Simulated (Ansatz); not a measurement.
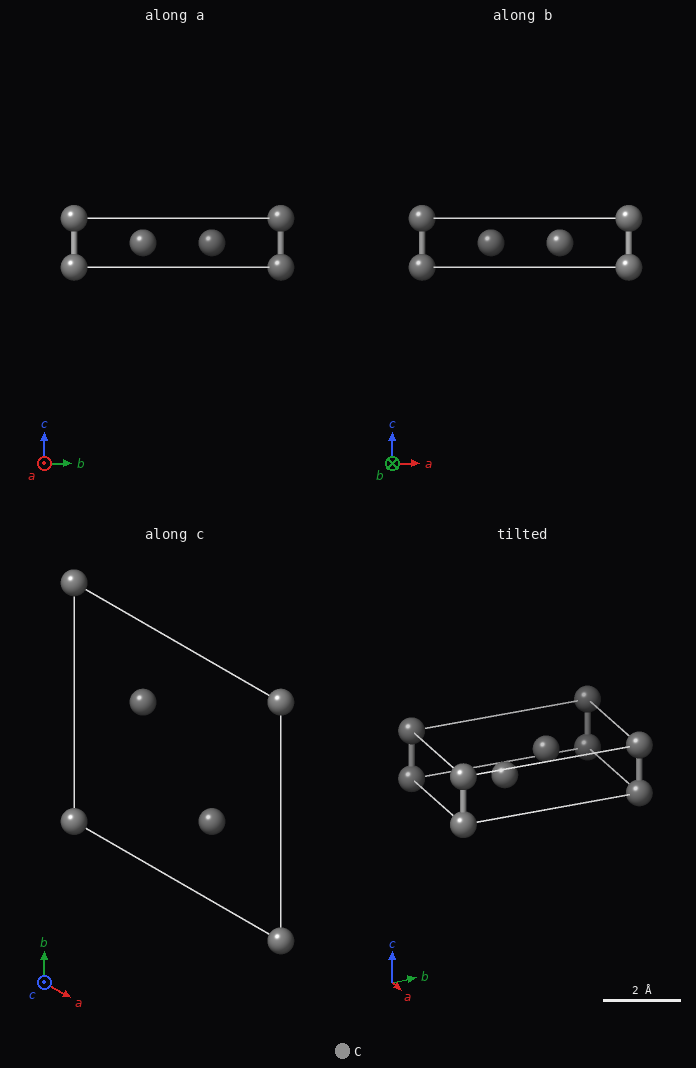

A ball-and-stick rendering, viewed along the a axis, along the b axis, along the c axis and slightly off an axis. The edges of the conventional unit cell are marked.

Lattice parameters: a = 6.2729 Å, b = 6.2729 Å, c = 1.2839 Å, α = 90.000°, β = 90.000°, γ = 120.000°.

### Set out the cell and atoms as a CIF in P1 with every atom of the cell.

```cif
data_structure
_symmetry_space_group_name_H-M 'P 1'
_symmetry_Int_Tables_number 1
_cell_length_a 6.2729
_cell_length_b 6.2729
_cell_length_c 1.2839
_cell_angle_alpha 90.000
_cell_angle_beta 90.000
_cell_angle_gamma 120.000
_cell_volume 43.75
loop_
_atom_site_label
_atom_site_type_symbol
_atom_site_fract_x
_atom_site_fract_y
_atom_site_fract_z
_atom_site_occupancy
C1 C 0.0000 0.0000 0.0000 1
C2 C 0.3333 0.6667 0.5000 1
C3 C 0.6667 0.3333 0.5000 1
```

Provenance: a textbook structure type filled with this element (whether it is the usual form wasn't checked). Earlier steps of the study may have refined or changed the cell and positions. An electronic-structure calculation with Ansatz was run on it.
